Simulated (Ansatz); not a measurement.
**Zn$_{24}$O$_{23}$ (cell with a defect): density, localisation and related maps**

The calculation's input:

```
crystal:
  lattice:
    - [3.2794860173, -5.6802364047, 5.2932739962]
    - [3.2794860173, 5.6802364047, 5.2932739962]
    - [-6.5589720346, 0.0, 5.2932739962]
  atoms:
    - { symbol: Zn, position: [0.4984879743, 0.3381402156, 0.6625736646] }
    - { symbol: Zn, position: [0.8333228631, 0.6666561965, 0.9999895298] }
    - { symbol: Zn, position: [0.1666561965, 0.4999895298, 0.8333228631] }
    - { symbol: Zn, position: [0.6715952984, 0.4950979454, 0.3316745862] }
    - { symbol: Zn, position: [0.9999895298, 0.3333228631, 0.1666561965] }
    - { symbol: Zn, position: [0.3333228631, 0.6666561965, 0.4999895298] }
    - { symbol: Zn, position: [0.6666561965, 0.9999895298, 0.8333228631] }
    - { symbol: Zn, position: [0.9999895298, 0.8333228631, 0.6666561965] }
    - { symbol: Zn, position: [0.3333228631, 0.1666561965, 0.9999895298] }
    - { symbol: Zn, position: [0.4999895298, 0.8333228631, 0.1666561965] }
    - { symbol: Zn, position: [0.8350628964, 0.1708525028, 0.4889241145] }
    - { symbol: Zn, position: [0.1666561965, 0.9999895298, 0.3333228631] }
    - { symbol: Zn, position: [0.8333228631, 0.4999895298, 0.6666561965] }
    - { symbol: Zn, position: [0.1666561965, 0.8333228631, 0.9999895298] }
    - { symbol: Zn, position: [0.4999895298, 0.6666561965, 0.8333228631] }
    - { symbol: Zn, position: [0.9999895298, 0.6666561965, 0.3333228631] }
    - { symbol: Zn, position: [0.3333228631, 0.4999895298, 0.1666561965] }
    - { symbol: Zn, position: [0.6666561965, 0.8333228631, 0.4999895298] }
    - { symbol: Zn, position: [0.9999895298, 0.1666561965, 0.8333228631] }
    - { symbol: Zn, position: [0.3333228631, 0.9999895298, 0.6666561965] }
    - { symbol: Zn, position: [0.6666561965, 0.3333228631, 0.9999895298] }
    - { symbol: Zn, position: [0.8333228631, 0.9999895298, 0.1666561965] }
    - { symbol: Zn, position: [0.1666561965, 0.3333228631, 0.4999895298] }
    - { symbol: Zn, position: [0.4933928103, 0.1690577312, 0.3410477448] }
    - { symbol: O, position: [0.9596804702, 0.6263471369, 0.7930138035] }
    - { symbol: O, position: [0.2930138035, 0.4596804702, 0.6263471369] }
    - { symbol: O, position: [0.7930138035, 0.4596804702, 0.1263471369] }
    - { symbol: O, position: [0.1263471369, 0.2930138035, 0.9596804702] }
    - { symbol: O, position: [0.4596804702, 0.6263471369, 0.2930138035] }
    - { symbol: O, position: [0.7930138035, 0.9596804702, 0.6263471369] }
    - { symbol: O, position: [0.1263471369, 0.7930138035, 0.4596804702] }
    - { symbol: O, position: [0.4596804702, 0.1263471369, 0.7930138035] }
    - { symbol: O, position: [0.6263471369, 0.7930138035, 0.9596804702] }
    - { symbol: O, position: [0.9596804702, 0.1263471369, 0.2930138035] }
    - { symbol: O, position: [0.2930138035, 0.9596804702, 0.1263471369] }
    - { symbol: O, position: [0.6263471369, 0.4596804702, 0.7930138035] }
    - { symbol: O, position: [0.9596804702, 0.7930138035, 0.1263471369] }
    - { symbol: O, position: [0.2930138035, 0.6263471369, 0.9596804702] }
    - { symbol: O, position: [0.7930138035, 0.6263471369, 0.4596804702] }
    - { symbol: O, position: [0.1263471369, 0.4596804702, 0.2930138035] }
    - { symbol: O, position: [0.4596804702, 0.7930138035, 0.6263471369] }
    - { symbol: O, position: [0.7930138035, 0.1263471369, 0.9596804702] }
    - { symbol: O, position: [0.1263471369, 0.9596804702, 0.7930138035] }
    - { symbol: O, position: [0.4596804702, 0.2930138035, 0.1263471369] }
    - { symbol: O, position: [0.6263471369, 0.9596804702, 0.2930138035] }
    - { symbol: O, position: [0.9596804702, 0.2930138035, 0.6263471369] }
    - { symbol: O, position: [0.2930138035, 0.1263471369, 0.4596804702] }
  host:
    lattice:
      - [3.2794860173, 0.0, 0.0]
      - [-1.6397430087, 2.8401182023, 0.0]
      - [0.0, 0.0, 5.2932739962]
    atoms:
      - { symbol: Zn, position: [0.3333333333, 0.6666666667, 0.4999685894] }
      - { symbol: Zn, position: [0.6666666667, 0.3333333333, -3.14106e-05] }
      - { symbol: O, position: [0.6666666667, 0.3333333333, 0.3790414106] }
      - { symbol: O, position: [0.3333333333, 0.6666666667, 0.8790414106] }
basis:
  ecutwfc: 420
  xc_grid: 2
kpoints:
  mp_grid: { grid: [2, 2, 2], shift: [0.5, 0.5, 0.5] }
hamiltonian:
  xc: pbe
scf:
  occupations: { method: gaussian, width: 0.01 }
output:
  forces: true
  stress: false
  eigenvalues: true
  charged_corrections:
    defect_position: [0.62634714, 0.2930138, 0.45968047]
    epsilon: [[10.558, 0.0, 0.0], [0.0, 10.558, 0.0], [0.0, 0.0, 11.583]]
  write_density: true
  write_potential: true
  elf: true
  volumetric_format: npy
relax:
  adjacent_minimum: "off"
  f_tol: 0.025
  max_steps: 60
```

Run with:

```sh
ansatz run input.yaml --threads 8 --pin off --max-ram 22528MiB --backend cpu --events-out ev --progress --plain --runs-dir out
```

The fields are those of the relaxed geometry.

These are results of DFT PBE, scalar-relativistic, plane waves, PAW in Ansatz 0.2.0, not measurements.

In a PAW calculation such maps are meaningful between the atoms, not at the nuclei.

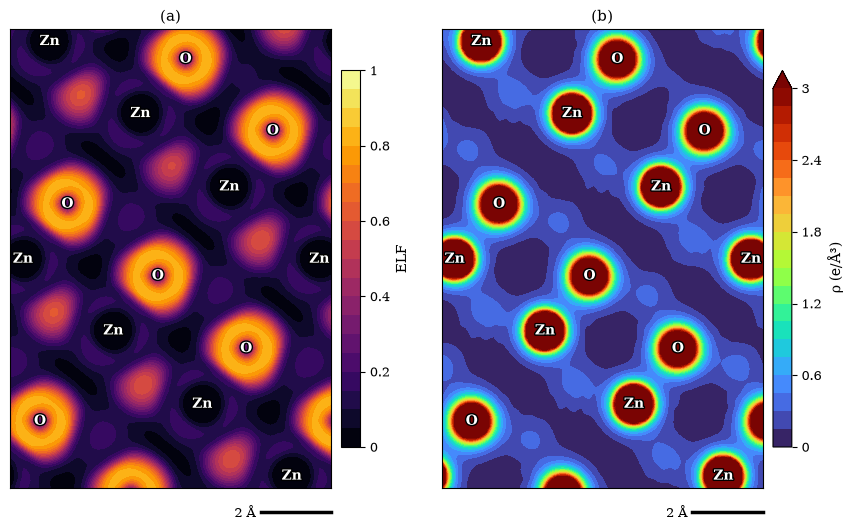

Figure 1. (a) ELF; (b) valence electron density on the (011̄) plane of the calculation cell.

What do the fields say about this system?

Answer. The plane passes through Zn and O nuclei. Atoms just off the plane (Zn, 0.9 Å away and O, 0.9 Å away) can leave unmarked features too. Zn–O (2.01 Å): ρ at the midpoint is about 0.55 e/Å³; the ELF peaks at about 0.85 in the valence shell of O, 0.6 Å from its nucleus, and is about 0.25 at the midpoint (no localised pair shows between them). Between the atoms the lowest density in this plane is 0.03 e/Å³.

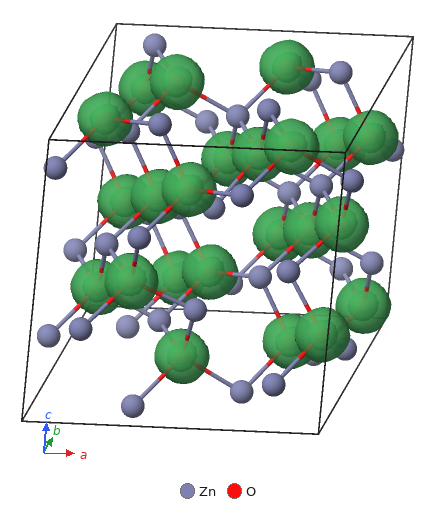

Figure 2. Isosurface of the ELF at 0.75 (green), seen at an oblique angle. Core shells and regions of very low density are left out. Sticks mark near contacts.

Identify the bonds, lone pairs and shells in this picture.

Answer. At this value the surface marks out 23 regions wrapped around O (the valence shell of each), counted in one cell of 47 atoms. Regions shared between cells count once. Profiles from the grid: Zn–O (2.00 Å): the ELF peaks at about 0.85 in the valence shell of O, 0.6 Å from its nucleus, and is about 0.25 at the midpoint; no localised pair shows between them.

Metal or insulator at this level of theory?

Answer. It is gapped, with a Kohn–Sham gap of 1.9 eV on the k-point mesh, an upper bound to the gap of this method.
